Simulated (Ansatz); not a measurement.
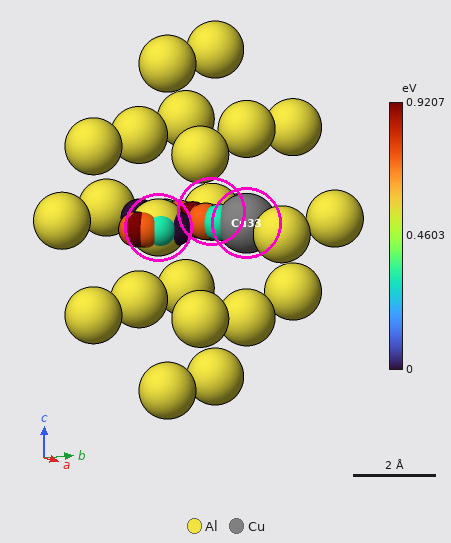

A nudged-elastic-band calculation for Al with an interstitial Cu (33 atoms in the cell). Images are numbered from 0 (start) to 6 (end). The start is drawn whole; smaller spheres mark the moving atoms (Al, Cu) in the later images, joined by lines and coloured by the energy of the image relative to the start. A spheres-only model of the atoms within 4.4 Å of the middle of the path, seen slightly off an axis. The atoms that move most are ringed.

Computed with Ansatz, DFT PBE-D3(BJ), scalar-relativistic, plane waves, PAW. Set-up: plane-wave cutoff 420 eV; k-point mesh 3 × 3 × 3; Gaussian smearing 0.15 eV; 5 movable images; climbing image; force threshold 0.05 eV/Å; iteration limit 25; starting path by image-dependent pair potential.

Q: What moves, how far, and at what cost in energy?

A: The Cu atom travels furthest, 2.87 Å from end to end, along [−1 −1 0], on a path that bends up to 0.19 Å away from the straight line. At the highest image its nearest neighbour (Al) is 2.24 Å away, against 2.33 Å at the start, and the surrounding atoms stand up to 0.74 Å off the mean of their end positions. The barrier is about 0.92 eV in both directions, with image 3 at the top; the ends have the same energy. The band is converged.

Limits of the set-up: the periodic images lie only 8.1 Å apart, so the values are limited by the cell's size.

PAW datasets: the set soft_1.
